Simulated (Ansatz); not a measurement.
# Ni: what the fields show

```yaml
crystal:
  lattice:
    - [1.78563, 0.00000, -1.78563]
    - [-1.78563, 1.78563, 0.00000]
    - [3.46518, 3.46518, 3.46518]
  atoms:
    - { symbol: Ni, position: [0.00000, 0.00000, 0.00000] }
    - { symbol: Ni, position: [0.66667, 0.33333, 0.33333] }
    - { symbol: Ni, position: [0.33333, 0.66667, 0.66667] }
```

Space group R-3m; changed on purpose from its base cell (equal xy, yz and zx shear strains of -2 %, PAW files); computed pressure about −3 GPa in this cell; spin-polarised.

All numbers below come from DFT, PBE, PAW with Ansatz's default frozen-core files, scalar-relativistic (Ansatz).

Core electrons are frozen (PAW), and the valence fields are smoothed inside the atomic spheres.

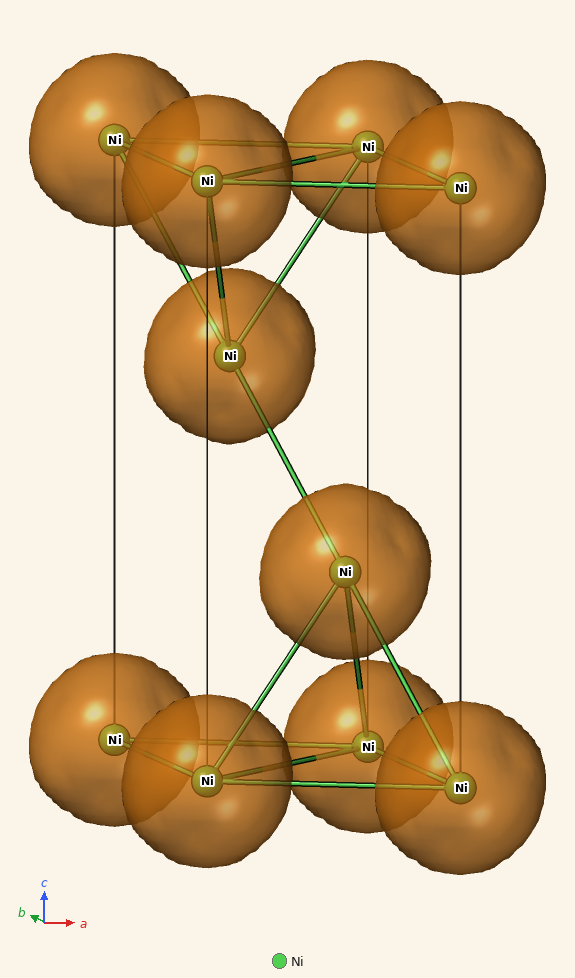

Figure 1. Isosurface of the spin density at +0.03 e/Å³ (orange), seen slightly off an axis. Sticks mark near contacts.

Describe the spin distribution.

The spin density sits on Ni: +0.7 μB (×3) in one cell of 3 atoms: parallel main moments, as they must be, since the calculation's own cell holds one magnetic site. The cell of the calculation (1 atoms) carries 0.6 μB of net spin moment.

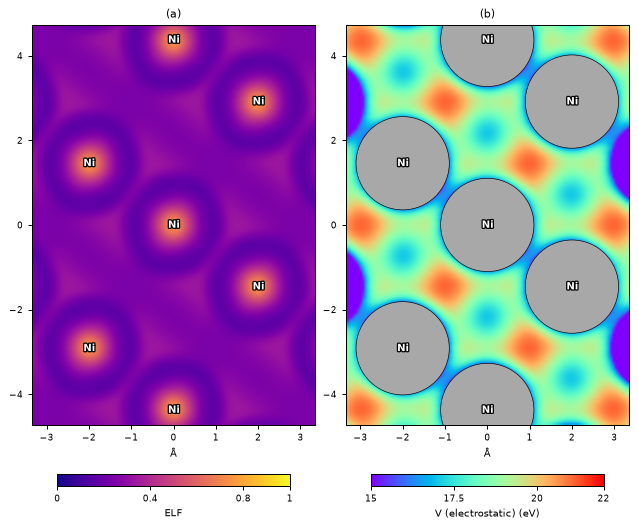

Figure 2. (a) ELF; (b) electrostatic potential energy of an electron on the (110) plane of the conventional cell. Grey discs cover the atomic cores in the potential map.

What do the fields say about this system?

The section cuts through Ni sites.
Ni–Ni (2.48 Å): the ELF is about 0.25 at the midpoint (no shared electron pair shows on this line).
The features right at Ni lie inside the PAW spheres, where the map follows smoothed inner orbitals and isn't to be read closely.
Outside the cores the potential energy rises away from the atoms and is highest about 1.8 Å from the nearest atoms; its zero is arbitrary.

Does the calculation give a band gap?

It is gapless in this calculation (a metal or semimetal).
